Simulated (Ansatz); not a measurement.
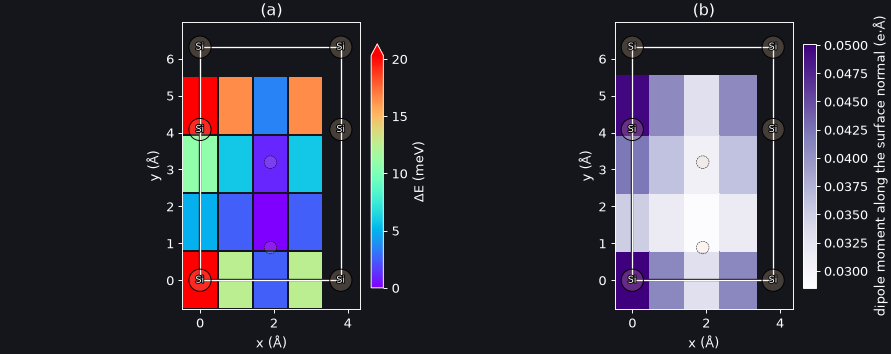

N₂ on a Si(100) slab cut from the P6_3/mmc phase, its upper half relaxed before the scan (16 atoms of substrate and one adsorbate in a 2 × 1 cell). 
- N2 is moved over the surface cell at a fixed height above a rigid substrate; the origin of the map has the adsorbate above Si13; the height is held at 3.70 Å.
- Places are given modulo a cell vector. The map is drawn in real space over the plane of the surface.
- The scan uses a 4 × 4 grid; 12 points were computed and 4 follow by symmetry.
- Places are given in fractions of the 1 × 1 surface cell.
- Energies are in meV, from the lowest grid point.
- At a fixed height the lowest place need not be the adsorption site.
- All numbers below come from Ansatz 0.2.0, DFT PBE+D3(BJ), scalar-relativistic, plane waves, PAW. Settings: cutoff 420 eV, k-mesh 4×4×1, gaussian smearing 0.05 eV, no spin polarisation.

Panel (a) is the energy and panel (b) the computed dipole moment along the surface normal on the same grid.

In the figure: one coloured cell a grid point, labelled circles for the atoms of the top layer and small ones for the second layer, the outline of one cell of the plane, one colour for all values above the top of the scale.

Q: How does the dipole moment along the surface normal vary over the map, and what is it at the lowest grid point?

A: It runs from 0.03 e·Å at (2/4, 1/4) of the cell vectors to 0.05 e·Å at the top site over a surface Si atom, (0/4, 0/4) of the cell vectors. At the lowest grid point, (2/4, 1/4) of the cell vectors, it is 0.03 e·Å.

```csv
"second ↓, first →",0/4,1/4,2/4,3/4
3/4,0.05,0.04,0.03,0.04
2/4,0.04,0.04,0.03,0.04
1/4,0.04,0.03,0.03,0.03
0/4,0.05,0.04,0.03,0.04
```

PAW datasets: the set soft_1.
